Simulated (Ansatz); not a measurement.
## C: single-point calculation

The run: single-point calculation of C (P6₃/mmc, 12 atoms in the cell). Method and program: DFT, PBE, plane waves, PAW, PAW set soft_1 (Ansatz 0.2.0).

The structure derives from a Materials Project entry.

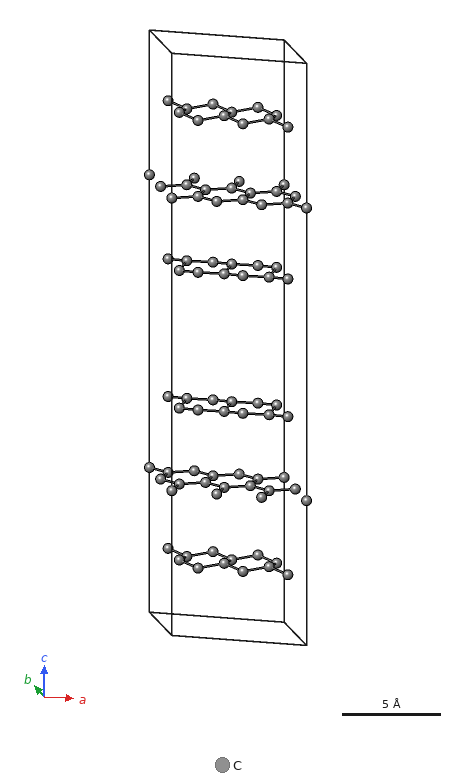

*The structure as given in the input (ball-and-stick view of the 3 × 2 repeat of the cell, with the vacuum cut short, seen slightly off an axis). An atom can appear more than once, as a periodic image.*

The input:
```yaml
crystal:
  lattice:
    - [2.4074891903, 0.0, 0.0]
    - [-1.2037445952, 2.0849467981, 0.0]
    - [0.0, 0.0, 31.1840639849]
  atoms:
    - { symbol: C, position: [0.6666666667, 0.3333333333, 0.9805841193] }
    - { symbol: C, position: [0.6666666667, 0.3333333333, 0.4859381446] }
    - { symbol: C, position: [0.6666666667, 0.3333333333, 0.7453951854] }
    - { symbol: C, position: [0.6666666667, 0.3333333333, 0.2507492107] }
    - { symbol: C, position: [0.0, 0.0, 0.615666665] }
    - { symbol: C, position: [0.3333333333, 0.6666666667, 0.2453951854] }
    - { symbol: C, position: [0.0, 0.0, 0.115666665] }
    - { symbol: C, position: [0.6666666667, 0.3333333333, 0.615666665] }
    - { symbol: C, position: [0.3333333333, 0.6666666667, 0.7507492107] }
    - { symbol: C, position: [0.3333333333, 0.6666666667, 0.115666665] }
    - { symbol: C, position: [0.3333333333, 0.6666666667, 0.4805841193] }
    - { symbol: C, position: [0.3333333333, 0.6666666667, 0.9859381446] }
basis:
  ecutwfc: 520.0
kpoints:
  mp_grid: { grid: [18, 18, 2] }
hamiltonian:
  xc: pbe
  pseudopotentials: { kind: paw, azcp: { folder: soft_1 } }
scf:
  occupations: { method: gaussian, width: 0.15 }
  max_iter: 60
output:
  forces: true
  eigenvalues: true
  stress: true
magnetization:
  spin_polarized: many
```

Hardware: 4 threads of Arm Neoverse V2, 24 GiB of memory available, shared host.

Command:
```bash
ansatz run input.yaml --threads 4 --pin off --max-ram 8192MiB --backend cpu --events-out ev --progress --plain --runs-dir out
```

Log:
```
Error: YAML parse error: error: line 34 column 19: invalid boolean (strict mode expects true/false)
  --> <input>:34:19
   |
32 |   stress: true
33 | magnetization:
34 |   spin_polarized: many
   |                   ^ invalid boolean (strict mode expects true/false)
```

Outcome:

```csv
quantity,value
outcome,refused by the program
space group (tolerance 0.01 Å),P6₃/mmc (194)
```

What went wrong:

This input holds a deliberate fault: a value of the wrong type (`magnetization.spin_polarized`). The program refused the input: “YAML parse error: error: line 34 column 19: invalid boolean (strict mode expects true/false) --> <input>:34:19 | 32 | stress: true 33 | magnetization: 34 | spin_polarized: many | ^ invalid boolean (strict mode expects true/false)”
